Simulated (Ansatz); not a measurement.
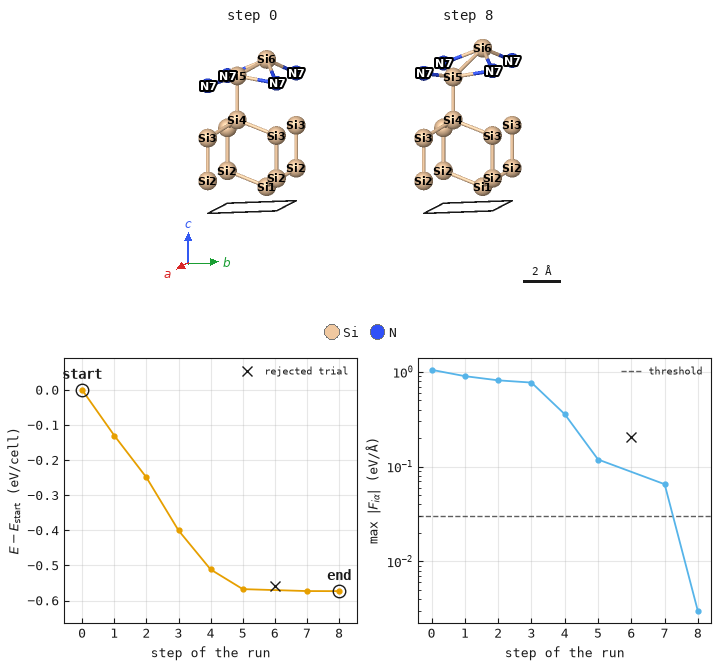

First and last geometry of a constrained relaxation of a slab of composition Si₆N (cut from the Fd-3m phase), with the history of the run. A ball-and-stick model of the cell of the calculation, outlined in the plane, without the vacuum, seen slightly off an axis.

Case: N put at a hollow Si-Si site. The slab is the (1 1 1) face of Si with N on it. 3 atoms are held fixed.

All numbers below come from DFT PBEsol, scalar-relativistic, plane waves, PAW (Ansatz 0.2.0). Set-up: plane-wave cutoff 420 eV; k-point mesh 9 × 9 × 1; occupations gaussian; smearing width 0.05 eV; collinear spin; dipole correction; atoms relaxed in a fixed cell; force threshold 0.03 eV/Å; at most 70 steps.

Did the run converge, and what did it change?

It converged. The energy falls by 0.573 eV per cell of the calculation in 7 accepted moves (8 points after the start). Largest force component: 1.1 eV/Å at the start, 0.003 eV/Å at the end. The line search rejected the trial step at point 6 of the run. The atom that moves furthest is N7 (0.68 Å along the normal (+c)). By element the largest moves are N 0.68 Å, Si 0.62 Å. The lattice vectors keep their values. Among the contacts that change: Si5–Si6 2.318 → 2.599 Å, Si4–Si5 2.412 → 2.359 Å, Si6–N7 2.425 → 2.399 Å, Si5–N7 2.239 → 2.261 Å. Bond angles that change, for instance: Si5–Si6–Si5 111.9° → 95.3°. Cost: 5.3 min on 1 thread of Intel(R) Xeon(R) Processor @ 2.70GHz, with other jobs on the host, peak memory 0.6 GiB.

```csv
step,"E − E(0), meV/atom","largest force component, eV/Å",note
0,0.00,1.0515,
1,-18.54,0.9015,
2,-35.60,0.8145,
3,-57.18,0.7710,
4,-73.07,0.3575,
5,-81.07,0.1190,
6,-79.95,0.2080,rejected
7,-81.85,0.0653,
8,-81.89,0.0030,
```

Limits of the set-up: the periodic images lie only 3.8 Å apart, so the values are limited by the cell's size.
